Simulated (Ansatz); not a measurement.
## Eu: 6 runs along one coordinate

System: Eu (2 atoms in the cell).
Method: Kohn-Sham DFT of a periodic cell, PBE, Ansatz PAW, spin-polarised (Ansatz 0.2.0).

The 6 runs differ only in the geometry, by an even scaling of the cell at fixed fractional positions. The structure derives from a Materials Project entry.

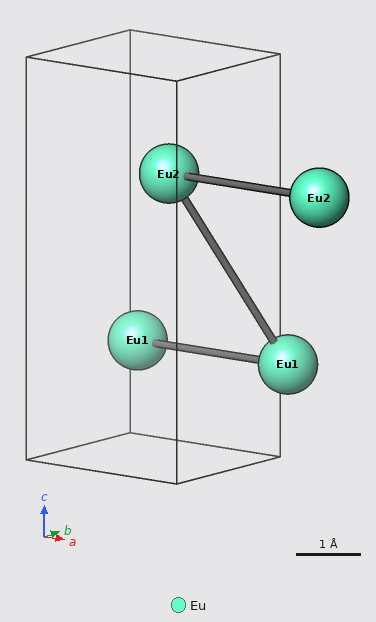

Figure 1. The structure of run 4 (ball-and-stick view of the cell of the calculation, repeated 2 × 1 × 1, seen slightly off an axis; atoms are numbered from 1 in the order of the input).

### Input of run 4
```yaml
crystal:
  lattice:
    - [2.0102925015, -3.5027544846, 0.0]
    - [2.0102925015, 3.5027544846, 0.0]
    - [0.0, 0.0, 6.3827178304]
  atoms:
    - { symbol: Eu, position: [0.16313286, 0.83686714, 0.25], spin: 7.0 }
    - { symbol: Eu, position: [0.83686714, 0.16313286, 0.75], spin: 7.0 }
hamiltonian:
  xc: pbe
  pseudopotentials: { kind: paw }
magnetization:
  spin_polarized: true
kpoints:
  mp_grid: { grid: [8, 8, 4] }
scf:
  occupations: { method: fermi_dirac, width: 0.05 }
output:
  forces: true
  stress: true
  eigenvalues: true
```

Command:
```bash
ansatz run input.yaml --threads 2 --pin off --max-ram 5120MiB --backend cpu --events-out ev --progress --plain --runs-dir out
```

Lattice vectors (Å) and fractional positions of run 4:
```
   2.010293   -3.502754    0.000000
   2.010293    3.502754    0.000000
   0.000000    0.000000    6.382718
Eu  0.163133  0.836867  0.250000
Eu  0.836867  0.163133  0.750000
```

Run 5 differs from it as follows:
```diff
-    - [2.0102925015, -3.5027544846, 0.0]
-    - [2.0102925015, 3.5027544846, 0.0]
-    - [0.0, 0.0, 6.3827178304]
+    - [2.0233467147, -3.5255002809, 0.0]
+    - [2.0233467147, 3.5255002809, 0.0]
+    - [0.0, 0.0, 6.4241652114]
```

### Results, with one run withheld

```tsv
run	volume per atom (Å³)	free energy per atom, from the lowest run given (meV)	pressure (GPa)
1	41.419	0.00	0.25
2	43.182	0.77	−0.38
3	44.063	3.59	−0.65
4	44.944	7.86	−0.90
5	45.826	?	?
6	46.707	20.19	−1.33
```

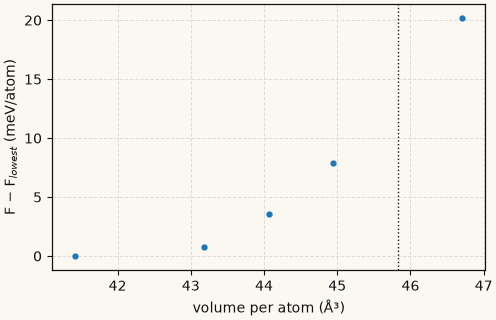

Figure 2. Free energy per atom of the runs given; the dotted line marks run 5.

Estimate the energy of run 5 from the others.

A cubic polynomial in V^(−2/3) (the Birch–Murnaghan form), fitted to the 5 runs given, misses them by under 0.01 meV per atom. With x = V^(−2/3) − 0.08023 Å⁻², it reads F = 3.3603 − 3241.8 x + 6.7957e+05 x² − 1.893e+06 x³ (meV per atom). At run 5 it gives 13.43 meV per atom, and the run itself gives 13.43. The slope of the fit gives a pressure −dF/dV of −1.12 GPa there, and the run prints −1.13 GPa. The fit has its minimum at 42.094 Å³ per atom, where V d²F/dV² gives 15.4 GPa. Cell shape and fractional positions are held, so this is the stiffness under even scaling; the relaxed bulk modulus wasn't computed.

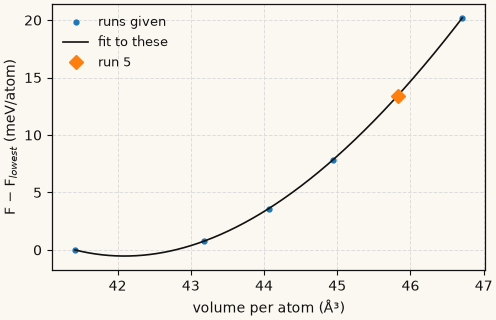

Figure 3. The fit and the withheld run.

### Output, shortened to warnings, some set-up lines, iterations and results (run 5)
```
Basis set: ecut = 420 eV, 1793 PW (Γ), exchange–correlation on 60×60×90 points (8 copies of the dense FFT grid, shifted against one another)
Symmetry: 8 space group operations
k-points: 63 of 256
Initial density: superposition of atomic densities (chi_scale 0.1, normalization cell)
[...]
SCF iter   1: F=—  HF=-17530.890723 eV  |F-HF|=—  |Δ(HF+E_count)|=         —  Δρ=4.61e-2 (↑4.61e-2 ↓1.85e-2)  dr2=6.81e-1  dr2_m=8.31e-1  M=14.537 μB ∫|m|=14.537 μB  β_m=0.30 …
SCF iter   2: F=—  HF=-17531.521041 eV  |F-HF|=—  |Δ(HF+E_count)|=   6.30e-1  Δρ=2.86e-2 (↑2.86e-2 ↓1.30e-2)  dr2=2.21e-1  dr2_m=3.46e-1  M=14.564 μB ∫|m|=14.564 μB  β_m=0.47 …
SCF iter   3: F=—  HF=-17532.353251 eV  |F-HF|=—  |Δ(HF+E_count)|=   8.32e-1  Δρ=1.58e-2 (↑1.58e-2 ↓4.23e-3)  dr2=1.32e-1  dr2_m=7.71e-2  M=14.736 μB ∫|m|=14.736 μB  β_m=0.70 …
SCF iter   4: F=—  HF=-17532.893659 eV  |F-HF|=—  |Δ(HF+E_count)|=   5.40e-1  Δρ=5.49e-3 (↑5.49e-3 ↓2.90e-3)  dr2=7.06e-2  dr2_m=4.28e-3  M=15.064 μB ∫|m|=15.064 μB  β_m=0.85 …
SCF iter   5: F=—  HF=-17532.965463 eV  |F-HF|=—  |Δ(HF+E_count)|=   7.18e-2  Δρ=1.20e-3 (↑1.20e-3 ↓1.03e-3)  dr2=3.95e-3  dr2_m=2.58e-4  M=15.238 μB ∫|m|=15.238 μB  β_m=0.92 …
SCF iter   6: F=—  HF=-17532.969259 eV  |F-HF|=—  |Δ(HF+E_count)|=   3.80e-3  Δρ=9.04e-4 (↑9.04e-4 ↓4.02e-4)  dr2=1.51e-3  dr2_m=2.03e-4  M=15.210 μB ∫|m|=15.210 μB  β_m=0.96 …
SCF iter   7: F=—  HF=-17532.969803 eV  |F-HF|=—  |Δ(HF+E_count)|=   5.45e-4  Δρ=1.18e-4 (↑1.16e-4 ↓1.18e-4)  dr2=2.42e-5  dr2_m=7.76e-6  M=15.234 μB ∫|m|=15.234 μB  β_m=0.98 …
SCF iter   8: F=—  HF=-17532.967161 eV  |F-HF|=—  |Δ(HF+E_count)|=   2.64e-3  Δρ=6.07e-5 (↑6.07e-5 ↓5.85e-5)  dr2=8.61e-6  dr2_m=1.96e-6  M=15.245 μB ∫|m|=15.245 μB  β_m=0.99 …
SCF iter   9: F=—  HF=-17532.967181 eV  |F-HF|=—  |Δ(HF+E_count)|=   2.06e-5  Δρ=5.11e-5 (↑5.11e-5 ↓2.35e-5)  dr2=3.98e-6  dr2_m=5.88e-7  M=15.253 μB ∫|m|=15.253 μB  β_m=1.00 …
SCF iter  10: F=—  HF=-17532.967184 eV  |F-HF|=—  |Δ(HF+E_count)|=   2.90e-6  Δρ=3.12e-5 (↑3.12e-5 ↓8.91e-6)  dr2=1.05e-6  dr2_m=2.17e-7  M=15.255 μB ∫|m|=15.255 μB  β_m=1.00 …
SCF iter  11: F=—  HF=-17532.967185 eV  |F-HF|=—  |Δ(HF+E_count)|=   1.01e-6  Δρ=8.72e-6 (↑8.72e-6 ↓4.28e-6)  dr2=9.88e-8  dr2_m=1.87e-8  M=15.255 μB ∫|m|=15.255 μB  β_m=1.00 …
SCF iter  12: F=—  HF=-17532.967185 eV  |F-HF|=—  |Δ(HF+E_count)|=   2.12e-7  Δρ=4.70e-6 (↑4.70e-6 ↓1.87e-6)  dr2=2.37e-8  dr2_m=4.84e-9  M=15.255 μB ∫|m|=15.255 μB  β_m=1.00 …
SCF iter  13: F=-17532.967185 eV  HF=-17532.967185 eV  |F-HF|=1.70e-9  |Δ(HF+E_count)|=   4.36e-8  Δρ=9.07e-7 (↑9.07e-7 ↓6.05e-7)  dr2=6.28e-10  dr2_m=3.49e-10  M=15.255 μB …
SCF 1 converged in 13 iterations: F = -17532.967185 eV  dr2 = 6.28e-10
SCF converged after 13 iterations
Magnetization: 15.2554 μB (24.6277 up, 9.3723 down)
Absolute magnetization: 15.2554 μB (∫|ρ↑−ρ↓|, with the PAW one-centre terms)
Spin contamination: 0.0079 ħ² per cell (⟨S²⟩ above its minimum at these occupations)
Per-site moments (μB) at R_I (Å): [(7.228146871522601, 1.629754762805153), (7.228146871522603, 1.629754762805153)]
Free energy (F): -17532.967185 eV
Harris-Foulkes:  -17532.967185 eV  (|F-HF|=1.70e-9)
Internal energy: -17532.937480 eV  (E = F + TS)
E sigma→0 (E₀):  -17532.952332 eV
Entropy (-TS):   -0.029706 eV (-14.853 meV/atom)
Fermi energy:    8.177748 eV
--- Per-component energies (eV) ---
  E_band       = -122.877459
  E_kinetic    = 699.181371
  E_local      = -4464.933875  (includes V_loc(G=0)·N_el)
  E_nonlocal   = 948.644780
  E_hartree    = 1771.270250
  E_xc         = -352.251761
  E_vxc        = -402.761040  (∫ρ·V_xc dr)
  E_paw        = -12776.668779  (= ΣΔE_a)
  E_vpaw       = -445.547340  (= ΣTr[D̂ρ^β])
  E_aug_tail   = -0.000000  (compensation charges beyond the density's cutoff)
  E_ewald      = -3358.179465
  E_smearing   = -0.029706  (= −TS)
  E_closure    = -0.000000  (closes the sum)
  Σ components = -17532.967185   (vs F -17532.967185, Δ=0.00e0)
--- Forces (eV/Å), atoms counted from 1 ---
  atom   1  Eu    -0.00000000    -0.02152179     0.00000000
  atom   2  Eu     0.00000000     0.02152179    -0.00000000
  max |Σ_I F_I| component: 3.47e-18 eV/Å
--- Stress (GPa, compression-positive) ---
       -1.233982       0.000000       0.000000
        0.000000      -1.217422      -0.000000
        0.000000      -0.000000      -0.925250
  P = ⅓ Tr σ = -1.1256 GPa (-11.256 kbar)
```
